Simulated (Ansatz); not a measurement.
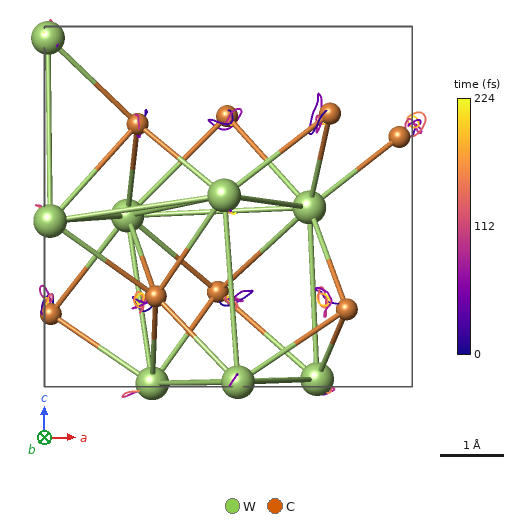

First-principles dynamics of a 16-atom cell of WC, 224 fs long. It starts from the last geometry of an earlier run, with fresh velocities. Lines trace each atom's path, coloured by time; spheres stand at the starting positions. Seen along the b axis in the simulation cell.

Theory: DFT PBE, scalar-relativistic, plane waves, PAW (Ansatz). Settings: plane-wave cutoff 420 eV; k-point mesh 3 × 3 × 3; Fermi-Dirac smearing 0.36 eV; low-accuracy preset; volume 1.05 times that of the relaxed crystal; Langevin thermostat (NVT); set temperature 3360 K, then to 300 K over 150 steps, then to 300 K over 50 steps; time step 1.12 fs; friction 0.02 per fs.

Question: What do the traces tell about the motion?

Answer: In the second half of the run the atoms are, in the root-mean-square, this far from where they began (common drift taken out): C 0.32 Å, W 0.28 Å. That is small against the typical shortest distance between atoms in the first frame, about 2.0 Å: the atoms vibrate about their sites and the arrangement holds. Under the programmed temperature the kinetic temperature goes from 3437 K (first eighth) to 552 K (last eighth), with a peak of 4330 K. That is well off the final set point of 300 K. The potential energy in the second half lies on average 343 meV per atom below the first frame.

Limits of the set-up: the k-point mesh is coarse for a cell with partly filled bands; the program's low-accuracy preset was used.

Cost: 35 min on 2 threads of Arm Neoverse V1, on a shared host, peak memory 0.81 GiB.

PAW datasets: the set soft_1.
